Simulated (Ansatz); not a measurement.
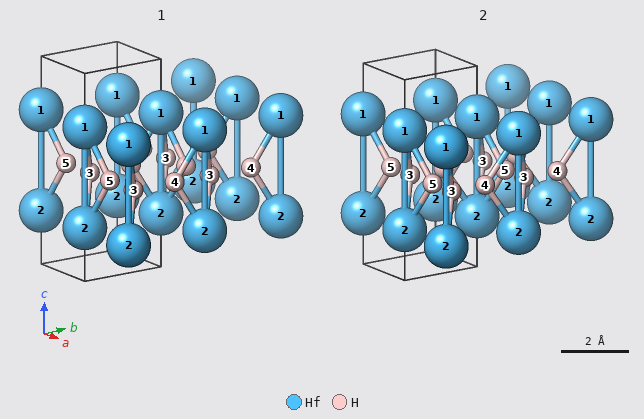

Two geometries of solid Hf2H3 (a generated structure, set up in P-6m2) (coarse preliminary run), drawn at one scale. One is the start of a relaxation, the other its converged end. The picture is a ball-and-stick view of the cell of the calculation, repeated 2 × 2 × 1 with one cell outlined, seen slightly off an axis.

Method: DFT PBE, scalar-relativistic, plane waves, PAW (Ansatz). Settings: plane-wave cutoff 420 eV; k-point mesh 6 × 6 × 4; occupations gaussian; smearing width 0.1 eV; no spin polarisation; cell and atoms relaxed; force threshold 0.04 eV/Å; at most 70 steps.

### Which of the two is the end point?

Structure 2 is the relaxed one. After 5 accepted moves (6 points after the start) the energy has fallen by 86.9 meV per atom. The largest force component goes from 1.2 to 0.011 eV/Å. Pressure: −2.79 GPa at the start and −0.01 GPa at the end. The SCF was repeated once at an unchanged geometry on a basis and grid sized afresh for the cell, which shifted the energy by 1.0 meV per atom at most. The largest moves relative to the cell, 0.16 Å, are those of H3, H4 and H5. H4 goes along [−1 −2 0]. Largest moves by element: H 0.16 Å, Hf 0.03 Å. The volume changes by −12.8 %, with a = b 3.651 → 3.469 Å (−5.0 %), c 6.331 → 6.113 Å (−3.4 %). Some distances before and after: Hf1–Hf1 3.651 → 3.469 Å, Hf1–Hf2 3.265 → 3.091 Å, Hf1–H3 1.813 → 1.857 Å, Hf1–Hf2 (another image) 3.066 → 3.022 Å. Bond angles that change, for instance: Hf1–H3–Hf2 115.5° → 108.9°, H3–Hf1–H4 55.0° → 60.4°, Hf2–Hf1–H3 147.8° → 144.5°. The space group stays P-6m2 (No. 187).
